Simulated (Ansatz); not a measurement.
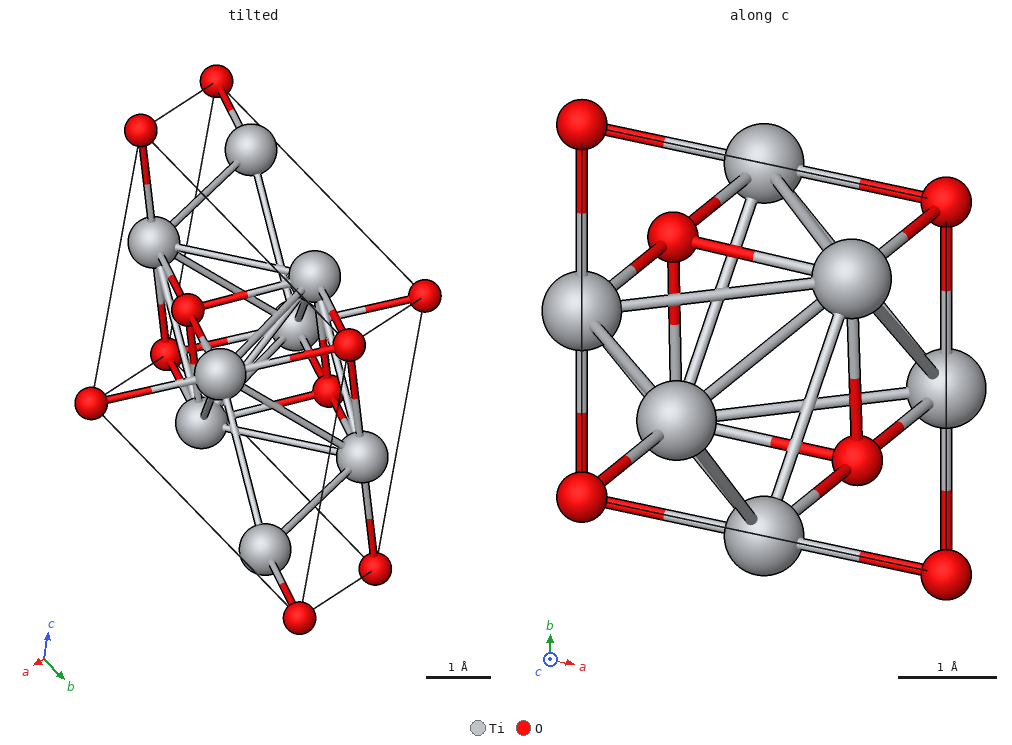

A ball-and-stick picture of a crystal structure, seen slightly off an axis and along the c axis. The outline marks the simulation cell.

The input file of the run:
```yaml
crystal:
  lattice:
    - [-2.1058699563, 2.1058699563, 4.1040194542]
    - [2.1058699563, -2.1058699563, 4.1040194542]
    - [2.1058699563, 2.1058699563, -4.1040194542]
  atoms:
    - { symbol: Ti, position: [0.0, 0.5, 0.5] }
    - { symbol: Ti, position: [0.2598824932, 0.2598824932, 0.0] }
    - { symbol: Ti, position: [0.5, 0.0, 0.5] }
    - { symbol: Ti, position: [0.7401175068, 0.7401175068, 0.0] }
    - { symbol: O, position: [0.7560915891, 0.2560915891, 0.5] }
    - { symbol: O, position: [0.0, 0.0, 0.0] }
    - { symbol: O, position: [0.25, 0.75, 0.5] }
basis:
  ecutwfc: 420
kpoints:
  mp_grid: { grid: [14, 14, 14] }
hamiltonian:
  xc: pbesol
scf:
  occupations: { method: gaussian, width: 0.15 }
output:
  forces: true
  stress: true
  eigenvalues: true
```
Run as:
```sh
ansatz run input.yaml --threads 2 --pin off --max-ram 5120MiB --backend cpu --events-out ev --progress --plain --runs-dir out
```

Run with DFT PBEsol, scalar-relativistic, plane waves, PAW in Ansatz and these settings: a basis cut at 420 eV, k-mesh 14×14×14, Gaussian smearing of 0.15 eV, no spin polarisation.

Question: What is the band gap, if any?

Answer: A metal: bands cross the Fermi level.

Question: What is the pressure at this volume?

Answer: The computed pressure is 0.2 GPa (compressed: it would expand).

Its origin is a structure listed in the Materials Project. The cell was then strained or its atoms displaced on purpose. It was run through Ansatz as a DFT input.

At this level of theory the cell isn't at rest (forces up to 0.7 eV/Å), so its distances can differ from those at equilibrium, the more so the softer the solid.
